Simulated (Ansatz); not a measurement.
Consider Si3N4.

Input file:

```
crystal:
  lattice:
    - [4.13078, 0.0, 0.0]
    - [0.0, 4.13078, 0.0]
    - [0.0, 0.0, 4.13078]
  atoms:
    - { symbol: Si, position: [0.0, 0.0, 0.5] }
    - { symbol: Si, position: [0.5, 0.0, 0.0] }
    - { symbol: Si, position: [0.0, 0.5, 0.0] }
    - { symbol: "N", position: [0.23952, 0.23952, 0.76048] }
    - { symbol: "N", position: [0.76048, 0.76048, 0.76048] }
    - { symbol: "N", position: [0.23952, 0.76048, 0.23952] }
    - { symbol: "N", position: [0.76048, 0.23952, 0.23952] }
hamiltonian:
  xc: pbesol
  pseudopotentials: { kind: paw }
kpoints:
  mp_grid: { grid: [7, 7, 7] }
scf:
  occupations: { method: fermi_dirac, width: 0.05 }
output:
  forces: true
  stress: true
  eigenvalues: true
  write_density: true
  write_potential: true
  elf: true
  volumetric_format: npy
relax:
  f_tol: 0.01
  max_steps: 40
  cell: { stress_tol: 0.05 }
```

Launched as:

```sh
ansatz run input.yaml --threads 4 --pin off --max-ram 11264MiB --backend cpu --events-out ev --progress --plain --runs-dir out
```

Below, planes, directions and counts refer to the conventional cell (a = 4.10 Å, b = 4.10 Å, c = 4.10 Å, α = 90.00°, β = 90.00°, γ = 90.00°).

The fields are those of the relaxed geometry.

Space group P-43m; a generated structure, not necessarily the stable one.

The calculation used Ansatz, Kohn-Sham DFT of a periodic cell, PBEsol, Ansatz PAW.

**Predict the valence pseudo-density and electron localisation function between the atoms.**

Si–N (1.76 Å): ρ is about 1 e/Å³ halfway; the ELF peaks at about 0.90 between the atoms (a polar covalent bond).

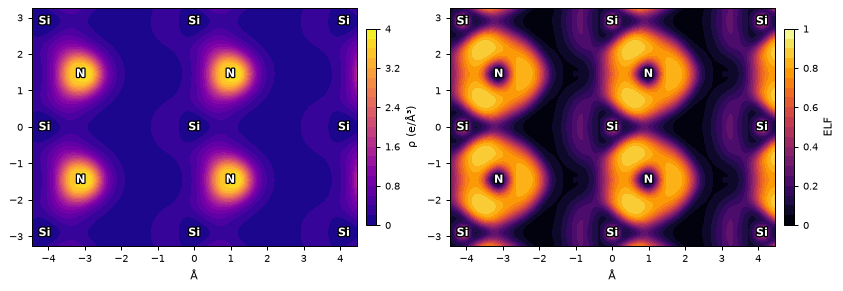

Computed valence pseudo-density and electron localisation function on the (11̄0) plane of the conventional cell, in this order. 

In a PAW calculation such maps are meaningful between the atoms, not at the nuclei.
